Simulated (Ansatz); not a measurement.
Run report: ZnSe, single-point calculation (part 2 of 2)

The same run, continued: ZnSe (F-43m, 2 atoms in the cell); DFT, HSE06 with spin-orbit coupling, plane waves, PAW (Ansatz 0.2.0); cutoff 420 eV, 4×4×4 k-mesh, fixed occupations. The structure derives from an entry of the Crystallography Open Database. The geometry comes from this level: r2SCAN.

Geometry of the input (Å; fractional positions):
```
0.0000  2.8324  2.8324
2.8324  0.0000  2.8324
2.8324  2.8324  0.0000
Zn 0.0000  0.0000  0.0000
Se 0.2500  0.2500  0.2500
```

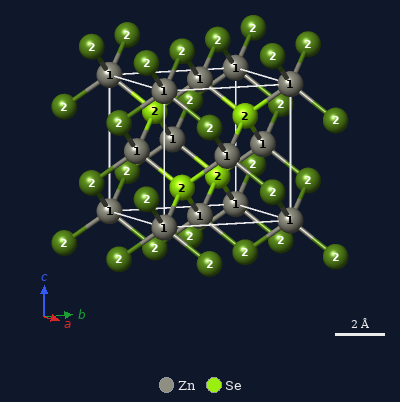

Fig. 1: The input geometry (ball-and-stick view of the cell 4 times as large as that of the calculation, set on its symmetry axes, seen slightly off an axis; neighbours outside the cell are drawn fainter; atoms are numbered from 1 in the order of the input).

### Log, continued
```
SCF iter   1: F=—  HF=-8789.778260 eV  |F-HF|=—  |Δ(HF+E_count)|=         —  Δρ=1.15e-4  dr2=4.31e-6  dr2_m=0.00e0 (ungated)  ethr=1.38e-6  |M|=0.00e0 ∫|m|=0.00e0 μB  |m|>n=0.0e0 m-floor=0.0e0 τ_xc=0.0e0  β_m=0.30  ⟨swp⟩=2.9  Hψ=660  notcnv=0
preconditioner: auto → none  [insulator: Δε(μ)=2.301 eV  Ē_g=14.154 eV  n_scr=14 (ndim 8)  ℏωp=23.4 eV  f_vac=0.124]
SCF iter   2: F=—  HF=-8789.778260 eV  |F-HF|=—  |Δ(HF+E_count)|=   3.48e-7  Δρ=5.62e-5  dr2=8.74e-7  dr2_m=0.00e0 (ungated)  ethr=1.43e-8  |M|=0.00e0 ∫|m|=0.00e0 μB  |m|>n=0.0e0 m-floor=0.0e0 τ_xc=0.0e0  β_m=0.44  ⟨swp⟩=4.0  Hψ=1094  notcnv=0
SCF iter   3: F=—  HF=-8789.778260 eV  |F-HF|=—  |Δ(HF+E_count)|=   2.63e-7  Δρ=2.82e-5  dr2=3.12e-7  dr2_m=0.00e0 (ungated)  ethr=2.07e-9  |M|=0.00e0 ∫|m|=0.00e0 μB  |m|>n=0.0e0 m-floor=0.0e0 τ_xc=0.0e0  β_m=0.52  ⟨swp⟩=3.0  Hψ=745  notcnv=0
SCF iter   4: F=—  HF=-8789.778261 eV  |F-HF|=—  |Δ(HF+E_count)|=   1.34e-6  Δρ=2.16e-5  dr2=1.44e-7  dr2_m=0.00e0 (ungated)  ethr=4.43e-10  |M|=0.00e0 ∫|m|=0.00e0 μB  |m|>n=0.0e0 m-floor=0.0e0 τ_xc=0.0e0  β_m=0.52  ⟨swp⟩=4.2  Hψ=966  notcnv=0
iter 5 solved again at ethr=3.38e-12 eV; its pass at ethr=4.43e-10 eV (dr2=9.46e-10 eV) is discarded
SCF iter   5: F=-8789.778261 eV  HF=-8789.778261 eV  |F-HF|=4.55e-9  |Δ(HF+E_count)|=   5.71e-8  Δρ=1.75e-6  dr2=4.59e-9  dr2_m=0.00e0 (ungated)  ethr=3.38e-12  |M|=0.00e0 ∫|m|=0.00e0 μB  |m|>n=0.0e0 m-floor=0.0e0 τ_xc=0.0e0  ⟨swp⟩=3.9  Hψ=1569  notcnv=0
SCF 3 converged in 5 iterations: F = -8789.778261 eV  dr2 = 4.59e-9
hybrid outer 2: dexx = +1.368e-6 eV, tail = 5.90e-8 eV, Δε = 3.59e-3 eV (about 1.48e-4 eV left of the loop's levels)
NSCF: frozen V_eff on 6 k-points
hybrid SCF converged: 2 outer / 11 inner (+5 warm-up), last move |dexx| = 1.37e-6 eV, tail = 5.90e-8 eV
Magnetization: |M| = 0.0000 μB,  M = (+0.0000, +0.0000, +0.0000) μB
Absolute magnetization: 0.0000 μB (∫|m|)
  site 0: m = (+0.0000, +0.0000, +0.0000) μB, |m| = 0.0000 μB  (R = 1.01 Å)
  site 1: m = (+0.0000, +0.0000, +0.0000) μB, |m| = 0.0000 μB  (R = 1.01 Å)
Free energy (F): -8789.778261 eV
Frozen-core exchange: fock
Harris-Foulkes:  -8789.778261 eV  (|F-HF|=4.55e-9)
Internal energy: -8789.778261 eV  (E = F + TS)
E sigma→0 (E₀):  -8789.778261 eV
Fermi energy:    6.307198 eV
--- Per-component energies (eV) ---
  E_band       = -453.653101
  E_kinetic    = 249.379635
  E_local      = -4399.979911  (includes V_loc(G=0)·N_el)
  E_nonlocal   = 22.678439
  E_hartree    = 2044.228028
  E_xc         = -192.403665
  E_vxc        = -120.161925  (∫ρ·V_xc dr)
  E_exx        = -110.175235  (= α·E_x^exact, valence–valence)
  E_paw        = -3680.812963  (= ΣΔE_a)
  E_vpaw       = -73.673711  (= ΣTr[D̂ρ^β])
  E_aug_tail   = -0.000900  (compensation charges beyond the density's cutoff)
  E_ewald      = -2722.264042
  E_core_change = -0.427648  (= ΣΔE_core)
  E_smearing   = -0.000000  (= −TS)
  E_closure    = -0.000000  (closes the sum)
  Σ components = -8789.778261   (vs F -8789.778261, Δ=0.00e0)
--- Band table (eV; the first three rows and the last of 8) ---
  k-point 0: bands = ["-44.7094", "-44.7094", "-44.7094", "-44.7094", "-43.7989", "-43.7989", "-43.7957", "-43.7957", "-43.7957", "-43.7957", "-8.1846", "-8.1846", "-2.2305", "-2.2305", "-2.2305", "-2.2305", "-1.9714", "-1.9714", "-1.7026", "-1.7026", "-1.7026", "-1.7026", "5.8785", "5.8785", "6.3072", "6.3072", "6.3072", "6.3072", "8.6095", "8.6095", "13.0166", "13.0166", "13.1616", "13.1616", "13.1616", "13.1616"]
  k-point 1: bands = ["-44.7094", "-44.7094", "-44.7094", "-44.7094", "-43.7988", "-43.7988", "-43.7957", "-43.7957", "-43.7957", "-43.7957", "-7.7855", "-7.7855", "-2.2234", "-2.1917", "-2.1365", "-2.1365", "-1.9059", "-1.9059", "-1.7049", "-1.7049", "-1.6982", "-1.6608", "2.9311", "2.9311", "5.5333", "5.5333", "5.7939", "5.8053", "10.0612", "10.0612", "13.7251", "13.7251", "13.8189", "13.8201", "13.9147", "13.9147"]
  k-point 2: bands = ["-44.7094", "-44.7094", "-44.7093", "-44.7093", "-43.7987", "-43.7987", "-43.7957", "-43.7957", "-43.7956", "-43.7956", "-7.3184", "-7.3184", "-2.1924", "-2.1924", "-1.9669", "-1.9669", "-1.8431", "-1.8431", "-1.6458", "-1.6458", "-1.4884", "-1.4884", "0.6218", "0.6218", "5.1199", "5.1199", "5.3800", "5.3800", "9.8294", "9.8294", "13.6298", "13.6298", "13.6894", "13.6894", "15.8998", "15.8998"]
  k-point 7: bands = ["-44.7093", "-44.7093", "-44.7093", "-44.7093", "-43.7987", "-43.7987", "-43.7956", "-43.7956", "-43.7956", "-43.7956", "-7.0246", "-7.0236", "-2.1251", "-2.1012", "-2.0623", "-1.8685", "-1.8256", "-1.7489", "-1.6820", "-1.6574", "-1.4117", "-1.3266", "1.1714", "1.3059", "3.0440", "3.2439", "3.4038", "3.4063", "12.5732", "12.5946", "13.0008", "13.1504", "14.3374", "14.4079", "14.9189", "14.9475"]
```

### File rho_z.tsv
```
# z_ang	rho[e/angstrom^3]	m_x[e/angstrom^3]	m_y[e/angstrom^3]	m_z[e/angstrom^3]	m_norm[e/angstrom^3]
# format = ansatz-planar-average/11
# lattice	0.000000000	2.832424672	2.832424672
# lattice	2.832424672	0.000000000	2.832424672
# lattice	2.832424672	2.832424672	0.000000000
# sites	2
# site	30	0.000000000	0.000000000	0.000000000
# site	34	1.416212336	1.416212336	1.416212336
0.000000	1.302217e0	0.000000e0	0.000000e0	0.000000e0	0.000000e0
0.148358	1.214020e0	0.000000e0	0.000000e0	0.000000e0	0.000000e0
0.296715	9.913727e-1	0.000000e0	0.000000e0	0.000000e0	0.000000e0
0.445073	8.632660e-1	0.000000e0	0.000000e0	0.000000e0	0.000000e0
0.593430	9.448865e-1	0.000000e0	0.000000e0	0.000000e0	0.000000e0
0.741788	1.193147e0	0.000000e0	0.000000e0	0.000000e0	0.000000e0
0.890145	1.436791e0	0.000000e0	0.000000e0	0.000000e0	0.000000e0
1.038503	1.473883e0	0.000000e0	0.000000e0	0.000000e0	0.000000e0
1.186860	1.246795e0	0.000000e0	0.000000e0	0.000000e0	0.000000e0
1.335218	8.898164e-1	0.000000e0	0.000000e0	0.000000e0	0.000000e0
1.483575	5.740324e-1	0.000000e0	0.000000e0	0.000000e0	0.000000e0
1.631933	3.680392e-1	0.000000e0	0.000000e0	0.000000e0	0.000000e0
1.780290	2.524282e-1	0.000000e0	0.000000e0	0.000000e0	0.000000e0
1.928648	1.891438e-1	0.000000e0	0.000000e0	0.000000e0	0.000000e0
2.077005	1.507982e-1	0.000000e0	0.000000e0	0.000000e0	0.000000e0
2.225363	1.233205e-1	0.000000e0	0.000000e0	0.000000e0	0.000000e0
2.373721	1.029401e-1	0.000000e0	0.000000e0	0.000000e0	0.000000e0
2.522078	8.978154e-2	0.000000e0	0.000000e0	0.000000e0	0.000000e0
2.670436	8.386969e-2	0.000000e0	0.000000e0	0.000000e0	0.000000e0
2.818793	8.591063e-2	0.000000e0	0.000000e0	0.000000e0	0.000000e0
2.967151	9.898120e-2	0.000000e0	0.000000e0	0.000000e0	0.000000e0
3.115508	1.273346e-1	0.000000e0	0.000000e0	0.000000e0	0.000000e0
3.263866	1.797877e-1	0.000000e0	0.000000e0	0.000000e0	0.000000e0
3.412223	2.801797e-1	0.000000e0	0.000000e0	0.000000e0	0.000000e0
3.560581	4.712997e-1	0.000000e0	0.000000e0	0.000000e0	0.000000e0
3.708938	7.791675e-1	0.000000e0	0.000000e0	0.000000e0	0.000000e0
3.857296	1.121557e0	0.000000e0	0.000000e0	0.000000e0	0.000000e0
```

### File v_z.tsv
```
# z_ang	v_es[eV]	v_tot[eV]	b_x[eV]	b_y[eV]	b_z[eV]
# format = ansatz-planar-average/11
# xc	hse06
# density_cutoff_ev	1680
# datasets	Zn=:simpson_from_first_knot:soft:fock:shift=0	Se=:simpson_from_first_knot:soft:fock:shift=0
# lattice	0.000000000	2.832424672	2.832424672
# lattice	2.832424672	0.000000000	2.832424672
# lattice	2.832424672	2.832424672	0.000000000
# sites	2
# site	30	0.000000000	0.000000000	0.000000000
# site	34	1.416212336	1.416212336	1.416212336
0.000000	5.541793e-1	-8.862853e0	0.000000e0	0.000000e0	0.000000e0
0.148358	-2.522778e-1	-9.925367e0	0.000000e0	0.000000e0	0.000000e0
0.296715	-4.958784e-1	-1.029316e1	0.000000e0	0.000000e0	0.000000e0
0.445073	-1.745512e-1	-9.986445e0	0.000000e0	0.000000e0	0.000000e0
0.593430	5.428943e-1	-9.183310e0	0.000000e0	0.000000e0	0.000000e0
0.741788	1.492140e0	-8.063230e0	0.000000e0	0.000000e0	0.000000e0
0.890145	2.554876e0	-6.785548e0	0.000000e0	0.000000e0	0.000000e0
1.038503	3.571917e0	-5.532286e0	0.000000e0	0.000000e0	0.000000e0
1.186860	4.354389e0	-4.450311e0	0.000000e0	0.000000e0	0.000000e0
1.335218	4.888799e0	-3.532531e0	0.000000e0	0.000000e0	0.000000e0
1.483575	5.389286e0	-2.605581e0	0.000000e0	0.000000e0	0.000000e0
1.631933	5.993870e0	-1.557118e0	0.000000e0	0.000000e0	0.000000e0
1.780290	6.788833e0	-3.182901e-1	0.000000e0	0.000000e0	0.000000e0
1.928648	7.817304e0	1.138083e0	0.000000e0	0.000000e0	0.000000e0
2.077005	8.905335e0	2.622364e0	0.000000e0	0.000000e0	0.000000e0
2.225363	9.725471e0	3.774020e0	0.000000e0	0.000000e0	0.000000e0
2.373721	1.012270e1	4.432548e0	0.000000e0	0.000000e0	0.000000e0
2.522078	1.019855e1	4.659078e0	0.000000e0	0.000000e0	0.000000e0
2.670436	1.005674e1	4.518083e0	0.000000e0	0.000000e0	0.000000e0
2.818793	9.664456e0	4.088659e0	0.000000e0	0.000000e0	0.000000e0
2.967151	8.874127e0	3.236843e0	0.000000e0	0.000000e0	0.000000e0
3.115508	7.741822e0	1.811201e0	0.000000e0	0.000000e0	0.000000e0
3.263866	6.468723e0	-3.463897e-2	0.000000e0	0.000000e0	0.000000e0
3.412223	5.194342e0	-2.000568e0	0.000000e0	0.000000e0	0.000000e0
3.560581	3.969331e0	-3.916145e0	0.000000e0	0.000000e0	0.000000e0
3.708938	2.815768e0	-5.691646e0	0.000000e0	0.000000e0	0.000000e0
3.857296	1.669138e0	-7.353317e0	0.000000e0	0.000000e0	0.000000e0
```

### Results in brief

| quantity | value |
| --- | --- |
| outcome | converged |
| space group (tolerance 0.01 Å) | F-43m (216) |
| electrons treated | 28 |
| free energy | −8789.7783 eV |
| Fermi energy | 6.307 eV |
| gap on the k-point mesh | 2.30 eV |
| net moment of the cell | 0.00 μB |
| integrated absolute moment | 0.00 μB |
| hardware | 2 threads of Arm Neoverse N1, 98 GiB of memory available, shared host |
| wall time | 3.6 min (CPU time 7 min) |
| peak memory | 1.2 GiB |
